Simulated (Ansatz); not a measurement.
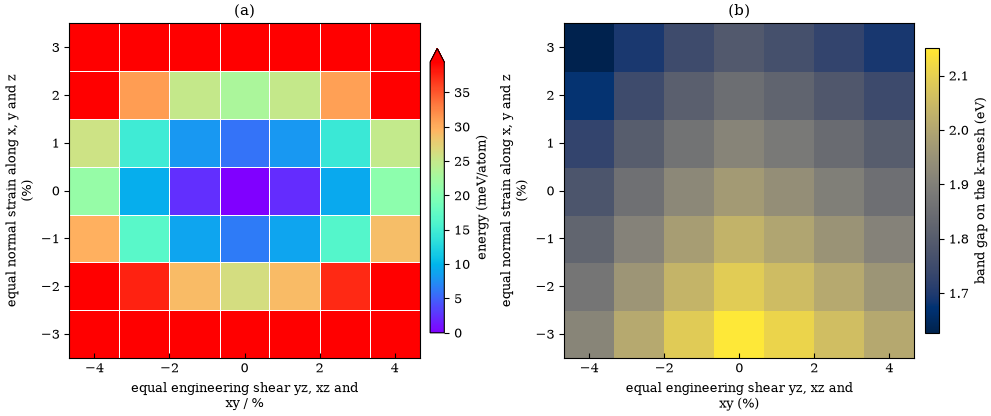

SrTiO₃ (I4/mcm, No. 140; 10 atoms in the cell). The energy is mapped over two homogeneous strains (x along [1 0 0], y along [0 1 0], z along [0 0 1] of the conventional cell). First axis: equal engineering shear yz, xz and xy. Second axis: equal normal strain along x, y and z. Nothing is relaxed (fractional coordinates fixed). The scan uses a 7 × 7 grid. Points are written as (first, second). Energies are in meV/atom, from the lowest grid point. All numbers below come from DFT PBEsol, scalar-relativistic, plane waves, PAW in Ansatz 0.2.0. Settings: cutoff 520 eV, k-mesh 8×8×8, gaussian smearing 0.05 eV, no spin polarisation.

Panel (a) is the energy and panel (b) the computed band gap on the k-mesh on the same grid.

The picture shows one coloured cell a grid point, one colour for all values above the top of the scale.

How does the band gap on the k-mesh vary over the map, and what is it at the lowest grid point?

It runs from 1.63 eV at (−4.00 %, 3 %) to 2.15 eV at (0.00 %, −3 %). At the lowest grid point, (0.00 %, 0 %), it is 1.97 eV.

PAW datasets: the set soft_1.
